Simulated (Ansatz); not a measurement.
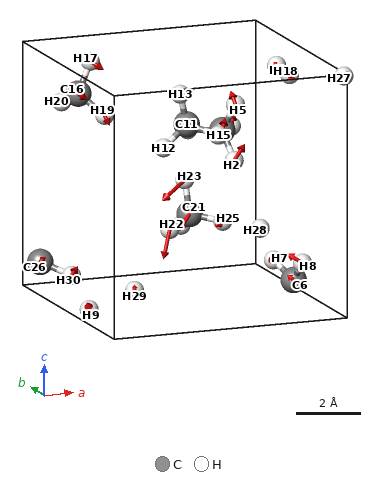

A relaxation of an amorphous cell of composition H₄C. The starting structure is drawn; red arrows show the displacements, magnified 3 times.

A ball-and-stick model of the cell of the calculation (origin shifted), seen slightly off an axis.

The cell holds 6 CH4. The run prepares the start of a later molecular dynamics calculation, from a guessed geometry.

These are results of Ansatz 0.2.0, DFT r2SCAN-D3(BJ), scalar-relativistic, plane waves, PAW, not measurements. (plane-wave cutoff 500 eV; k-point mesh 1 × 1 × 1; occupations fermi dirac; smearing width 0.02 eV; no spin polarisation; atoms relaxed in a fixed cell; force threshold 0.3 eV/Å; at most 15 steps)

**Atoms of which element are displaced furthest, and by how much?**

Hydrogen: up to 0.39 Å, against 0.23 Å for carbon.

**What happened in the run?**

The largest move is that of an H atom, 0.39 Å along [−2 −1 −1]. By element the largest moves are H 0.39 Å, C 0.23 Å. The cell doesn't change. Among the contacts that change: C–H 1.090 → 1.082 Å. Among the angles between lasting bonds that change: H–C–H 109.5° → 111.7°. After 2 geometry steps the energy has fallen by 15.9 meV per atom. Largest force component: 0.83 eV/Å at the start, 0.3 eV/Å at the end.

Limits of the set-up: the periodic images lie only 7.9 Å apart, so the values are limited by the cell's size.
